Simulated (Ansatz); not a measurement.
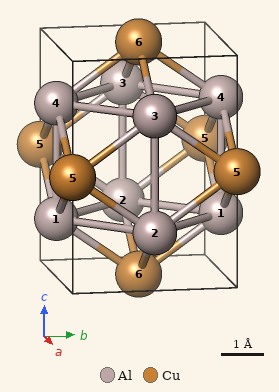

This is the input geometry for a relaxation of crystalline Al2Cu (set up in Immm). A ball-and-stick model of the cell of the calculation, seen slightly off an axis.

Case: uniaxial strain along a of +4.0 %; b, c and atoms relaxed.

The calculation used DFT PBEsol, scalar-relativistic, plane waves, PAW (Ansatz 0.2.0).

Input
```yaml
crystal:
  lattice:
    - [2.9777059703, 2.9777059703, 0.0]
    - [-2.8345470295, 2.8345470295, 0.0]
    - [0.0, 0.0, 5.6690940589]
  atoms:
    - { symbol: Al, position: [0.5, 0.0, 0.2514667891] }
    - { symbol: Al, position: [0.0, 0.5, 0.2485332109] }
    - { symbol: Al, position: [0.0, 0.5, 0.7514667891] }
    - { symbol: Al, position: [0.5, 0.0, 0.7485332109] }
    - { symbol: Cu, position: [0.0, 0.0, 0.5] }
    - { symbol: Cu, position: [0.5, 0.5, 0.0] }
basis:
  ecutwfc: 420
kpoints:
  mp_grid: { grid: [10, 10, 6] }
hamiltonian:
  xc: pbesol
scf:
  occupations: { method: gaussian, width: 0.1 }
output:
  forces: true
  stress: true
  eigenvalues: true
relax:
  adjacent_minimum: "off"
  f_tol: 0.008
  max_steps: 40
  cell: { stress_tol: 0.015, fix: [a, angles] }
```

Launched with:
```bash
ansatz run input.yaml --threads 1 --pin off --max-ram 2560MiB --backend cpu --events-out ev --progress --plain --runs-dir out
```

**What does the optimiser find from here?**

Over 2 accepted moves (3 points after the start) the energy falls by 8.6 meV per cell of the calculation. The largest force component goes from 0.13 to 0.0049 eV/Å. Pressure: −1.74 GPa at the start and −2.26 GPa at the end. At 1 point the geometry stayed and the basis and grid were re-selected for the new cell (energy shift of 0.2 meV per cell of the calculation at most each time). The largest moves relative to the cell, 0.008 Å, are those of Al1, Al2, Al3 and Al4. Al2 goes along −c. Cu stays in place. The drawn cell changes as follows: a unchanged at 4.211 Å, b 4.009 → 4.049 Å (+1.0 %), c 5.669 → 5.641 Å (−0.5 %); the volume changes by +0.5 %. Some distances before and after: Al1–Al4 2.818 → 2.788 Å, Al1–Cu6 2.460 → 2.476 Å, Al1–Al2 2.907 → 2.921 Å, Al1–Cu5 2.533 → 2.525 Å. The space group stays Immm (No. 71).

History of the run:

```json
{"step": "0", "E − E(0), meV/atom": "0.00", "largest force component, eV/Å": "0.1295", "pressure, GPa": "-1.74", "volume, Å³/atom": "15.950", "note": ""}
{"step": "1", "E − E(0), meV/atom": "-1.22", "largest force component, eV/Å": "0.0577", "pressure, GPa": "-1.99", "volume, Å³/atom": "15.986", "note": ""}
{"step": "2", "E − E(0), meV/atom": "-1.39", "largest force component, eV/Å": "0.0049", "pressure, GPa": "-2.27", "volume, Å³/atom": "16.029", "note": ""}
{"step": "3", "E − E(0), meV/atom": "-1.43", "largest force component, eV/Å": "0.0049", "pressure, GPa": "-2.26", "volume, Å³/atom": "16.029", "note": "same geometry, new basis"}
```

After the run, drawn alike:

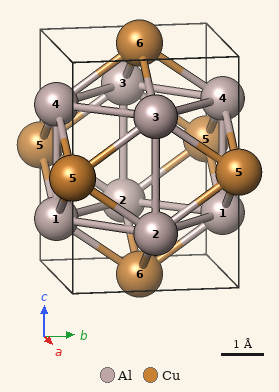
